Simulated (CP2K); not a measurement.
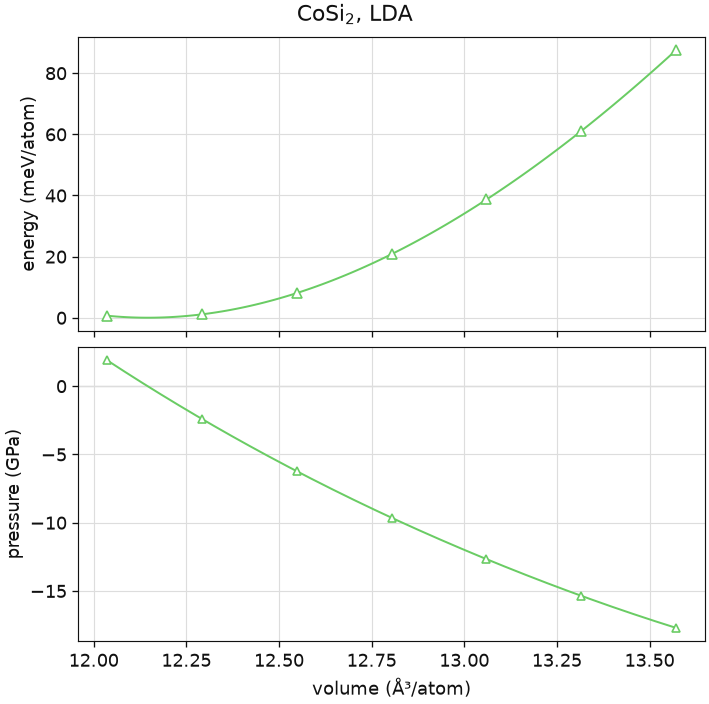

The picture above shows the energy and pressure against volume for CoSi₂, space group Fm-3m (No. 225).

Cell as given: a = 3.787 Å, b = 3.787 Å, c = 3.787 Å, α = 60.00°, β = 60.00°, γ = 60.00°; 3 atoms.

Calculation (CP2K 2026.2): DFT in Gaussian orbitals with a plane-wave density, collinear spins; energies at scaled volumes of the given cell, shape and fractions fixed, counted from the fit's minimum, third-order Birch-Murnaghan fit. Level: LDA, collinear spin.

| setting | value |
| --- | --- |
| k mesh | 9×9×9 |
| occupations | Fermi–Dirac |
| smearing width | 0.05 eV |
| potentials | GTH PADE with UZH TZVP basis |
| density cutoff | 11560 eV |
| program settings | ngrids 4, basis sets Co TZVP-MOLOPT-PBE-GTH-q17, basis sets Si TZVP-MOLOPT-PBE-GTH-q4, cutoff ry 850 Ry, rel cutoff ry 60 Ry |

**What equilibrium volume and bulk modulus follow from the curve?**

A third-order Birch–Murnaghan fit gives V0 = 12.15 Å³/atom, B0 = 206 GPa and B′ = 4.6.

**What does the pressure do across the range?**

It falls from 1.90 GPa at volume 12.04 Å³/atom to −17.71 GPa at 13.57 Å³/atom, and changes sign near 12.15 Å³/atom.
